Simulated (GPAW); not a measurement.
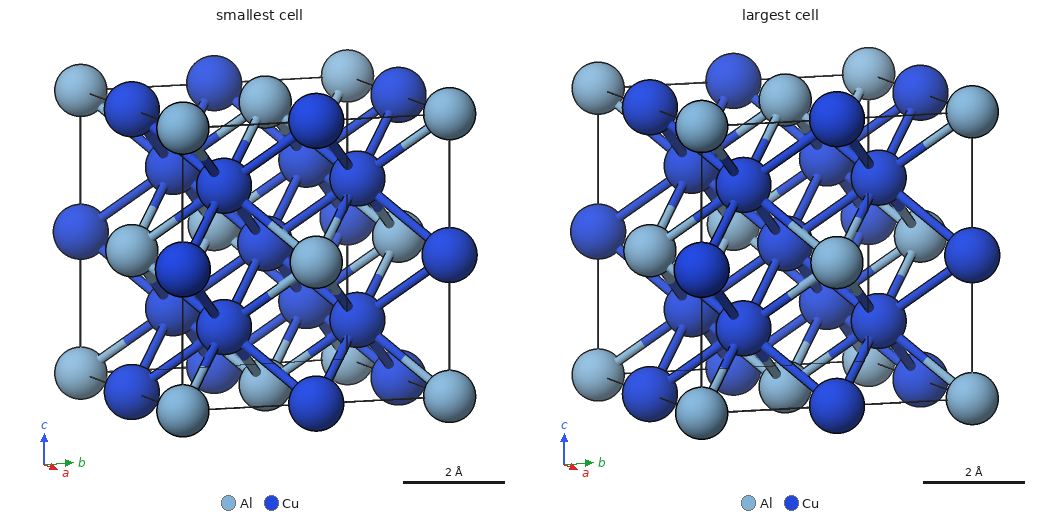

AlCu₃, D0₃ (BiF₃ or Fe₃Al type), space group Fm-3m (No. 225), relaxed (cell and atoms, zero pressure) with four choices of dispersion term on top of PBEsol; the smallest and the largest of the relaxed conventional cells are drawn to one scale (sticks follow a distance rule). The start was a structure listed in the Materials Project. It needn't be the stable form of this composition.

Alike in all runs: GPAW 26.7.0; functional PBEsol; potentials PAW data sets generated in the run's folder for this functional; cutoff 600 eV; k mesh 8 × 8 × 8 on the run's cell of 4 atoms; occupations fermi-dirac, width 0.05 eV; no spin polarisation; no spin-orbit coupling. All runs are metallic.

| level | volume (Å³/atom) | a (Å) |
| --- | --- | --- |
| D4 | 11.81 | 5.738 |
| D3(BJ) | 11.59 | 5.703 |
| none | 12.10 | 5.785 |
| D3(BJ)-ATM | ? | ? |

**Fill in the row of D3(BJ)-ATM.**

Volume 11.71 Å³/atom; a 5.722 Å. That is between D3(BJ) and D4 in volume.

**Order the levels by the relaxed volume, smallest first.**

D3(BJ) (11.59 Å³/atom), D3(BJ)-ATM (11.71 Å³/atom), D4 (11.81 Å³/atom), none (12.10 Å³/atom). Rows within a few tenths of a per cent can't be told apart.

Caveat: later steps reuse the first step's grids; pairwise dispersion terms can overbind metals strongly.
